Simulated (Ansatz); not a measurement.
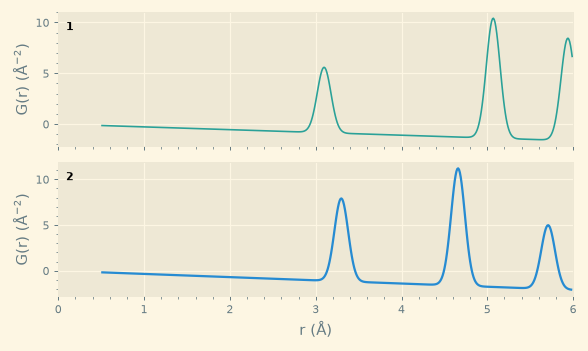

Computed X-ray G(r), with each pair weighted by the product of the atomic numbers (X-ray weights at Q = 0) and a uniform peak width σ = 0.08 Å. There is no Q-range truncation.

Candidate structures:

A. 
```cif
data_structure
_symmetry_space_group_name_H-M 'Fd-3m:1'
_symmetry_Int_Tables_number 227
_cell_length_a 7.1699
_cell_length_b 7.1699
_cell_length_c 7.1699
_cell_angle_alpha 90.000
_cell_angle_beta 90.000
_cell_angle_gamma 90.000
_cell_volume 368.59
loop_
_atom_site_label
_atom_site_type_symbol
_atom_site_symmetry_multiplicity
_atom_site_Wyckoff_symbol
_atom_site_fract_x
_atom_site_fract_y
_atom_site_fract_z
_atom_site_occupancy
Pb1 Pb 8 b 0.25000 0.25000 0.75000 1
```

B. 
```cif
data_structure
_symmetry_space_group_name_H-M 'P 1'
_symmetry_Int_Tables_number 1
_cell_length_a 3.2967
_cell_length_b 3.2967
_cell_length_c 3.2967
_cell_angle_alpha 90.000
_cell_angle_beta 90.000
_cell_angle_gamma 90.000
_cell_volume 35.83
loop_
_atom_site_label
_atom_site_type_symbol
_atom_site_fract_x
_atom_site_fract_y
_atom_site_fract_z
_atom_site_occupancy
Pb1 Pb 0.00000 0.00000 0.00000 1
```

Origins: A, the input geometry of an electronic-structure calculation (not necessarily at equilibrium); the starting structure was generated, so it need not be a known form of this composition; B, the end point of a relaxation with Ansatz 0.2.0, DFT, RPBE, plane waves (420 eV) with PAW, scalar-relativistic; the starting structure was generated, so it need not be a known form of this composition.

**Which PDF belongs to which candidate?**

curve 1 is A (Pb, first clear peaks at 3.10 Å (Pb–Pb) and 5.07 Å (Pb–Pb)); curve 2 is B (Pb, first clear peaks at 3.30 Å (Pb–Pb) and 4.66 Å (Pb–Pb)).
